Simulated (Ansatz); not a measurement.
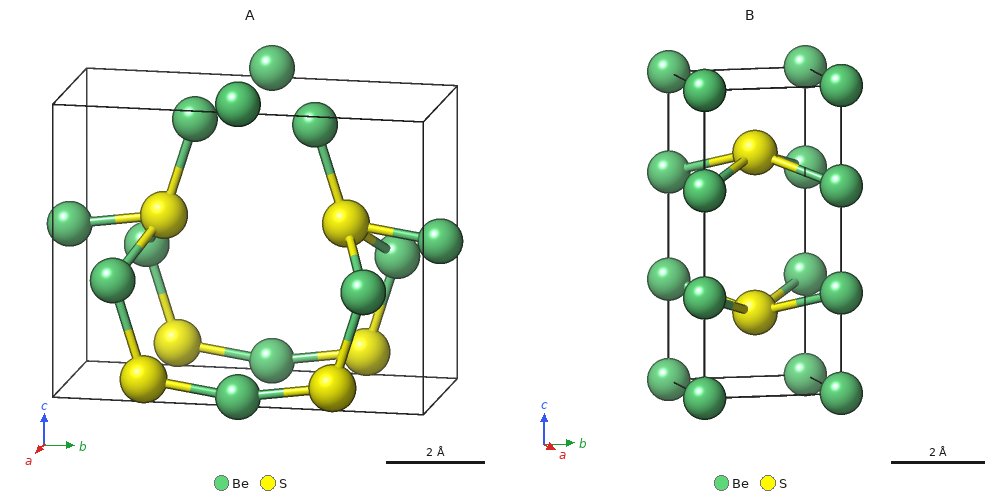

Two structures of Be₃S₂, each relaxed to rest (conventional cells in solid outline, small ones repeated, not to one scale). Method: DFT PBE, scalar-relativistic, plane waves, PAW (Ansatz), without spin polarisation.

State the structure in each panel.

Answer. A: 10 atoms a cell on a body-centred orthorhombic lattice, Imm2. B: 5 atoms a cell on a primitive tetragonal lattice, P4/mmm.

Which of the two does the method prefer?

Answer. A is lower, by 725 meV/atom at this level of theory (energies at zero smearing). Volumes: A 16.1, B 12.5 Å³/atom.

One or both may be structure types tried for this composition rather than known phases.
